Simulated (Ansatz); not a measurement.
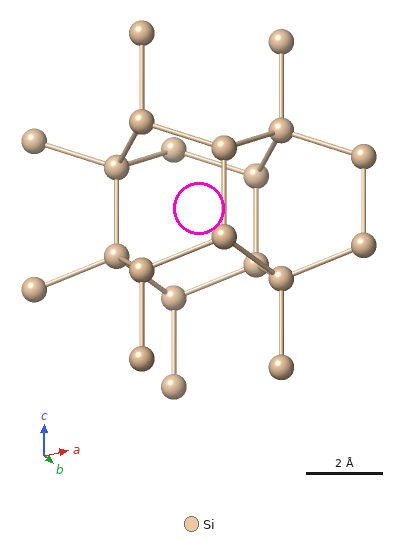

Perfect Si. Style: ball-and-stick. Shown: the atoms within 5.2 Å of one point, in a slice 5.0 Å thick across the line of sight, from a free direction.

Theory: DFT PBE, scalar-relativistic, plane waves, PAW in Ansatz 0.2.0. Settings: plane-wave cutoff 420 eV; k-point mesh 3 × 3 × 3; occupations gaussian; smearing width 0.02 eV; collinear spin. The cell is small and the k-mesh coarse, so the numbers are rough. A uniform background neutralises the charged cell. The axes drawn are those of the host's conventional cell.

An extra oxygen atom is put between the host's atoms (an interstitial) at the ringed place, in charge state −1. The supercell has 12 sites, and the atoms are relaxed at the host's cell.

Q: How do the neighbours respond?

A: The O atom starts with 12 Si at 2.52 to 2.99 Å around its place and ends with 6 Si at 2.39 Å. Of the host's atoms, a silicon atom moves furthest from its site, by 0.19 Å.

The relaxed defect, seen from the same direction:

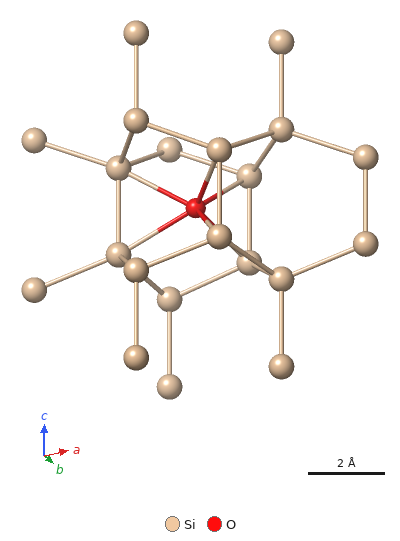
